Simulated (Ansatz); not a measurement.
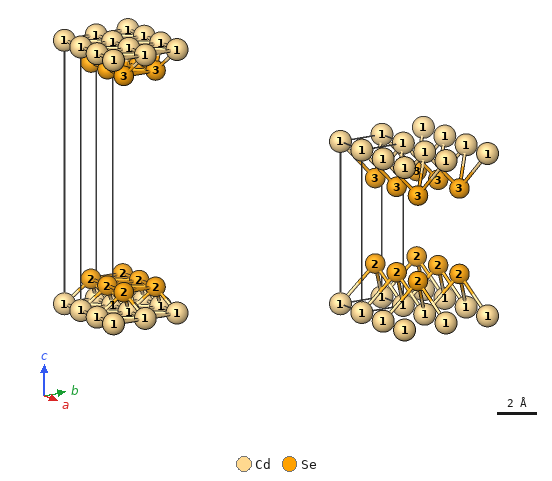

Two geometries of solid CdSe2 (built on the MoS2-187 type type), drawn at one scale. One is the start of a relaxation, the other its converged end. The picture is a ball-and-stick view of the cell of the calculation, repeated 3 × 2 × 1 with one cell outlined, seen slightly off an axis.

These are results of Ansatz 0.2.0, DFT, PBEsol, plane waves, PAW, not measurements. (plane-wave cutoff 420 eV; k-point mesh 9 × 9 × 2; occupations fermi dirac; smearing width 0.03 eV; no spin polarisation; cell and atoms relaxed; force threshold 0.01 eV/Å; at most 120 steps)

> Which of the two is the end point?

The right one is the relaxed one. The largest moves relative to the cell, 1.25 Å, are those of Se2 and Se3. Se3 goes along −c. Cd stays in place. The volume changes by +5.2 %, with a = b 2.535 → 3.312 Å (+30.7 %), c 13.799 → 8.504 Å (−38.4 %). Among the contacts that change: Se2–Se3 2.470 → 4.026 Å, Cd1–Se2 1.915 → 2.777 Å, Cd1–Cd1 2.535 → 3.312 Å, Se2–Se2 2.535 → 3.312 Å. Among the angles between lasting bonds that change: Se2–Cd1–Se3 80.3° → 92.9°, Se2–Cd1–Se2 82.9° → 73.2°, Cd1–Se3–Cd1 82.9° → 73.2°. The space group stays P-6m2 (No. 187). The energy falls by 13124 meV per atom in 27 accepted moves (32 points after the start). Largest force component: 46 eV/Å at the start, 0.002 eV/Å at the end. Pressure: 231.53 GPa at the start and 0.01 GPa at the end. The line search rejected the trial steps at points 12, 19, 23 of the run. At 2 points the geometry stayed and the basis and grid were re-selected for the new cell (energy shift of 60.8 meV per atom at most each time). Cost: 93 s on 2 threads of Intel(R) Xeon(R) Processor @ 2.70GHz, on a shared host, peak memory 0.4 GiB.

Limits of the set-up: layers or molecules are held without a dispersion correction, so their spacing is unreliable.
